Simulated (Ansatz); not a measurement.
**WC: one change and its effect**

System: WC (Fm-3m, 2 atoms in the cell).
Method of the first run: Kohn-Sham DFT of a periodic cell, BLYP with D4, Ansatz PAW, no spin polarisation (Ansatz 0.2.0).

The structure derives from a Materials Project entry. Text and figures count atoms from 1; the logs count them from 0 in places.

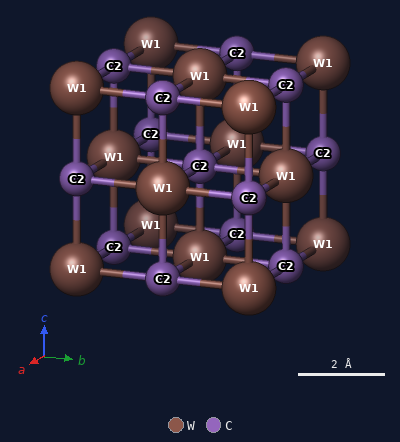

Fig. 1: The starting structure (ball-and-stick view of the cell 4 times as large as that of the calculation, set on its symmetry axes, seen slightly off an axis; atoms are numbered from 1 in the order of the input). An atom can appear more than once, as a periodic image. Near neighbours in the periodic cell (some may lie outside the picture): W has 6 C at 2.19 Å; C has 6 W at 2.19 Å.

Input, the first run:
```yaml
crystal:
  lattice:
    - [0.0, 2.192684, 2.192684]
    - [2.192684, 0.0, 2.192684]
    - [2.192684, 2.192684, 0.0]
  atoms:
    - { symbol: W, position: [0.0, 0.0, 0.0] }
    - { symbol: C, position: [0.5, 0.5, 0.5] }
hamiltonian:
  xc: blyp
  pseudopotentials: { kind: paw }
  dispersion: d4
kpoints:
  mp_grid: { grid: [10, 10, 10] }
scf:
  occupations: { method: fermi_dirac, width: 0.05 }
output:
  forces: true
  stress: true
  eigenvalues: true
relax:
  f_tol: 0.01
  max_steps: 40
  cell: { stress_tol: 0.05 }
```

Launched with:
```bash
ansatz run input.yaml --threads 2 --pin off --max-ram 5632MiB --backend cpu --events-out ev --progress --plain --runs-dir out
```

Hardware: 2 threads of Arm Neoverse V1, 24 GiB of memory available, shared host.

Output, shortened to warnings, some set-up lines, iterations and results (the first run):
```
Basis set: ecut = 420 eV, 411 PW (Γ), exchange–correlation on 48×48×48 points (8 copies of the dense FFT grid, shifted against one another)
Symmetry: 48 space group operations
k-points: 47 of 1000
Initial density: superposition of atomic densities (neutral atoms: chi_scale 0, normalization atom), corrected by the library's trained network
[...]
SCF iter   1: F=—  HF=-10661.819158 eV  |F-HF|=—  |Δ(HF+E_count)|=         —  Δρ=2.46e-2  dr2=1.36e-1  ethr=1.77e-3  ⟨swp⟩=5.3  Hψ=7203  notcnv=0  defer=45
SCF iter   2: F=—  HF=-10661.790002 eV  |F-HF|=—  |Δ(HF+E_count)|=   2.92e-2  Δρ=1.02e-2  dr2=2.55e-2  ethr=7.55e-4  ⟨swp⟩=2.0  Hψ=1370  notcnv=0  defer=81
SCF iter   3: F=—  HF=-10661.784489 eV  |F-HF|=—  |Δ(HF+E_count)|=   5.51e-3  Δρ=6.88e-4  dr2=5.68e-5  ethr=1.42e-4  ⟨swp⟩=2.2  Hψ=1074  notcnv=0  defer=89
SCF iter   4: F=—  HF=-10661.784506 eV  |F-HF|=—  |Δ(HF+E_count)|=   1.67e-5  Δρ=2.07e-4  dr2=6.72e-6  ethr=3.16e-7  ⟨swp⟩=2.1  Hψ=947  notcnv=0  defer=89
SCF iter   5: F=-10661.784510 eV  HF=-10661.784510 eV  |F-HF|=1.54e-8  |Δ(HF+E_count)|=   4.38e-6  Δρ=2.24e-5  dr2=7.88e-8  ethr=3.73e-8  ⟨swp⟩=2.0  Hψ=942  notcnv=0  defer=89
[... 24 lines ...]
SCF iter   6: F=-10661.785805 eV  HF=-10661.785805 eV  |F-HF|=0.00e0  |Δ(HF+E_count)|=  3.64e-12  Δρ=3.95e-9  dr2=1.23e-15  ethr=1.00e-12  ⟨swp⟩=1.0  Hψ=799  notcnv=0
SCF iter   7: F=-10661.785805 eV  HF=-10661.785805 eV  |F-HF|=1.82e-12  |Δ(HF+E_count)|=  3.64e-12  Δρ=3.42e-10  dr2=1.39e-17  ethr=1.00e-12  ⟨swp⟩=1.0  Hψ=799  notcnv=0
SCF iter   8: F=-10661.785805 eV  HF=-10661.785805 eV  |F-HF|=5.46e-12  |Δ(HF+E_count)|=  3.64e-12  Δρ=4.19e-11  dr2=1.72e-19  ethr=1.00e-12  ⟨swp⟩=1.5  Hψ=1819  notcnv=0
SCF 4 converged in 8 iterations: F = -10661.785805 eV  dr2 = 1.72e-19
relax step   4: F+E_penalty+E_count = -10661.78580468 eV  Δ(F+E_penalty+E_count) = +3.224e-4 eV  max|allowed force component| = 2.071e-30 eV/Å  Δτ_max = 0.0000 Å  P = -0.033 …
basis re-selected at this cell: Δ(F+E_penalty+E_count) = +3.224e-4 eV, ΔP = -0.020 GPa vs the last step (what re-selecting the basis moved, of the pressure what is left beyond the Pulay correction that the steps carried, after the strain that the cell walked since its last selection, with what the …
SCF converged after 8 iterations
Free energy (F): -10661.785805 eV
Harris-Foulkes:  -10661.785805 eV  (|F-HF|=5.46e-12)
Internal energy: -10661.779376 eV  (E = F + TS)
E sigma→0 (E₀):  -10661.782590 eV
Entropy (-TS):   -0.006429 eV (-3.214 meV/atom)
Fermi energy:    22.450983 eV
--- Per-component energies (eV) ---
  E_band       = -50.215668
  E_kinetic    = 544.397475
  E_local      = -660.061887  (includes V_loc(G=0)·N_el)
  E_nonlocal   = 27.531810
  E_hartree    = 231.673855
  E_xc         = -311.470955
  E_vxc        = -293.817880  (∫ρ·V_xc dr)
  E_paw        = -8691.646065  (= ΣΔE_a)
  E_vpaw       = -131.612836  (= ΣTr[D̂ρ^β])
  E_aug_tail   = -0.000059  (compensation charges beyond the density's cutoff)
  E_ewald      = -1800.536992
  E_disp       = -1.858219  (pairwise vdW)
  E_core_change = 0.191661  (= ΣΔE_core)
  E_smearing   = -0.006429  (= −TS)
  E_closure    = 0.000000  (closes the sum)
  Σ components = -10661.785805   (vs F -10661.785805, Δ=0.00e0)
--- Forces (eV/Å), atoms counted from 1 ---
  atom   1  W     -0.00000000     0.00000000    -0.00000000
  atom   2  C      0.00000000     0.00000000     0.00000000
  max |Σ_I F_I| component: 1.74e-30 eV/Å
--- Stress (GPa, compression-positive) ---
       -0.033265      -0.000000      -0.000000
        0.000000      -0.033265       0.000000
       -0.000000       0.000000      -0.033265
  P = ⅓ Tr σ = -0.0333 GPa (-0.333 kbar)
--- Relaxed structure (3 steps of the walk, 3 accepted, 1 SCFs on fresh bases) ---
  F+E_penalty+E_count = -10661.78580468 eV   max|allowed force component| = 2.071e-30 eV/Å   (the final SCF, on the basis selected at the relaxed cell)
  cell:  # Å, volume = 20.9315 Å³
    - [3.4393761222045233e-34, 2.187375258984962, 2.187375258984962]
    - [2.187375258984962, 7.643058049343385e-35, 2.187375258984962]
    - [2.187375258984962, 2.187375258984962, -2.165533113980626e-34]
  atoms:
    - { symbol: W, position: [-5.146544494265683e-37, 2.287353108555569e-37, 4.574706217120826e-37] }
    - { symbol: C, position: [0.5, 0.5, 0.5] }
```

For the second run the input was changed thus:
```diff
-  dispersion: d4
+  dispersion: d3bj
```

How does the second run compare with the first run?

The total energies belong to different models, so their difference says nothing on which is more stable or more accurate. The volume per atom goes from 10.47 to 10.38 Å³. The SCF takes 32 iterations over all geometry steps against 26.

Output, shortened to warnings, some set-up lines, iterations and results (the second run):
```
Basis set: ecut = 420 eV, 411 PW (Γ), exchange–correlation on 48×48×48 points (8 copies of the dense FFT grid, shifted against one another)
Symmetry: 48 space group operations
k-points: 47 of 1000
Initial density: superposition of atomic densities (neutral atoms: chi_scale 0, normalization atom), corrected by the library's trained network
[...]
SCF iter   1: F=—  HF=-10662.088843 eV  |F-HF|=—  |Δ(HF+E_count)|=         —  Δρ=2.46e-2  dr2=1.36e-1  ethr=1.77e-3  ⟨swp⟩=5.3  Hψ=7203  notcnv=0  defer=45
SCF iter   2: F=—  HF=-10662.059688 eV  |F-HF|=—  |Δ(HF+E_count)|=   2.92e-2  Δρ=1.02e-2  dr2=2.55e-2  ethr=7.55e-4  ⟨swp⟩=2.0  Hψ=1370  notcnv=0  defer=81
SCF iter   3: F=—  HF=-10662.054174 eV  |F-HF|=—  |Δ(HF+E_count)|=   5.51e-3  Δρ=6.88e-4  dr2=5.68e-5  ethr=1.42e-4  ⟨swp⟩=2.2  Hψ=1074  notcnv=0  defer=89
SCF iter   4: F=—  HF=-10662.054191 eV  |F-HF|=—  |Δ(HF+E_count)|=   1.67e-5  Δρ=2.07e-4  dr2=6.72e-6  ethr=3.16e-7  ⟨swp⟩=2.1  Hψ=947  notcnv=0  defer=89
SCF iter   5: F=-10662.054196 eV  HF=-10662.054196 eV  |F-HF|=1.54e-8  |Δ(HF+E_count)|=   4.38e-6  Δρ=2.24e-5  dr2=7.88e-8  ethr=3.73e-8  ⟨swp⟩=2.0  Hψ=942  notcnv=0  defer=89
[... 32 lines ...]
SCF iter   6: F=-10662.059606 eV  HF=-10662.059606 eV  |F-HF|=3.64e-12  |Δ(HF+E_count)|=  1.82e-12  Δρ=5.36e-9  dr2=5.37e-15  ethr=1.00e-12  ⟨swp⟩=1.0  Hψ=799  notcnv=0
SCF iter   7: F=-10662.059606 eV  HF=-10662.059606 eV  |F-HF|=7.28e-12  |Δ(HF+E_count)|=  9.09e-12  Δρ=4.57e-10  dr2=1.85e-17  ethr=1.00e-12  ⟨swp⟩=1.0  Hψ=799  notcnv=0
SCF iter   8: F=-10662.059606 eV  HF=-10662.059606 eV  |F-HF|=1.82e-12  |Δ(HF+E_count)|=  9.09e-12  Δρ=8.17e-11  dr2=6.76e-19  ethr=1.00e-12  ⟨swp⟩=1.9  Hψ=1897  notcnv=0
SCF 5 converged in 8 iterations: F = -10662.059606 eV  dr2 = 6.76e-19
relax step   5: F+E_penalty+E_count = -10662.05960620 eV  Δ(F+E_penalty+E_count) = +6.708e-4 eV  max|allowed force component| = 2.531e-30 eV/Å  Δτ_max = 0.0000 Å  P = -0.041 …
basis re-selected at this cell: Δ(F+E_penalty+E_count) = +6.708e-4 eV, ΔP = -0.040 GPa vs the last step (what re-selecting the basis moved, of the pressure what is left beyond the Pulay correction that the steps carried, after the strain that the cell walked since its last selection, with what the …
SCF converged after 8 iterations
Free energy (F): -10662.059606 eV
Harris-Foulkes:  -10662.059606 eV  (|F-HF|=1.82e-12)
Internal energy: -10662.053234 eV  (E = F + TS)
E sigma→0 (E₀):  -10662.056420 eV
Entropy (-TS):   -0.006372 eV (-3.186 meV/atom)
Fermi energy:    22.645570 eV
--- Per-component energies (eV) ---
  E_band       = -47.130209
  E_kinetic    = 545.072549
  E_local      = -654.322579  (includes V_loc(G=0)·N_el)
  E_nonlocal   = 27.583969
  E_hartree    = 230.146786
  E_xc         = -311.673190
  E_vxc        = -294.087317  (∫ρ·V_xc dr)
  E_paw        = -8691.699689  (= ΣΔE_a)
  E_vpaw       = -131.670345  (= ΣTr[D̂ρ^β])
  E_aug_tail   = -0.000058  (compensation charges beyond the density's cutoff)
  E_ewald      = -1805.204584
  E_disp       = -2.148100  (pairwise vdW)
  E_core_change = 0.191661  (= ΣΔE_core)
  E_smearing   = -0.006372  (= −TS)
  E_closure    = 0.000000  (closes the sum)
  Σ components = -10662.059606   (vs F -10662.059606, Δ=0.00e0)
--- Forces (eV/Å), atoms counted from 1 ---
  atom   1  W     -0.00000000     0.00000000    -0.00000000
  atom   2  C      0.00000000    -0.00000000    -0.00000000
  max |Σ_I F_I| component: 2.83e-30 eV/Å
--- Stress (GPa, compression-positive) ---
       -0.040788      -0.000000      -0.000000
       -0.000000      -0.040788      -0.000000
       -0.000000      -0.000000      -0.040788
  P = ⅓ Tr σ = -0.0408 GPa (-0.408 kbar)
--- Relaxed structure (4 steps of the walk, 4 accepted, 1 SCFs on fresh bases) ---
  F+E_penalty+E_count = -10662.05960620 eV   max|allowed force component| = 2.531e-30 eV/Å   (the final SCF, on the basis selected at the relaxed cell)
  cell:  # Å, volume = 20.7695 Å³
    - [2.0381488131582364e-33, 2.1817195142286097, 2.1817195142286097]
    - [2.1817195142286097, -7.451981598109799e-34, 2.1817195142286097]
    - [2.1817195142286097, 2.1817195142286097, -4.649526980017225e-34]
  atoms:
    - { symbol: W, position: [-3.4310296628139978e-37, 1.1436765542803283e-36, 2.287353108523504e-37] }
    - { symbol: C, position: [0.5, 0.5, 0.5] }
```

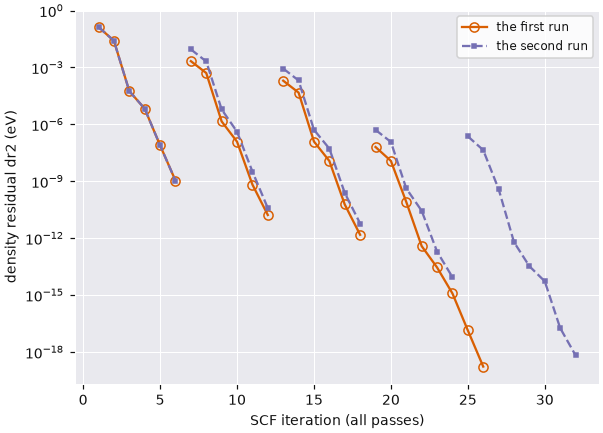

Fig. 2: Convergence of the two runs: density residual dr2 against the SCF iteration. A break in a curve parts two SCF passes. The first run takes 26 iterations in all, and the second run takes 32.

The two runs side by side:

| quantity | the first run | the second run |
| --- | --- | --- |
| outcome | converged | converged |
| free energy per atom (eV) | −5330.8929 | −5331.0298 |
| energy per atom, smearing taken to zero (eV) | −5330.8913 | −5331.0282 |
| gap on the mesh (eV) | 0.00 | 0.00 |
| pressure (GPa) | −0.03 | −0.04 |
| volume per atom (Å³) | 10.47 | 10.38 |
| largest force (eV/Å) | 0.000 | 0.000 |
| SCF iterations | 26 | 32 |
| irreducible k-points | 47 | 47 |
| wall time (shared host) | 4.6 s | 4.3 s |

For both runs: Points of doubt noted for this run: forces on files of another functional. Spin–orbit coupling is left out, which matters for W.
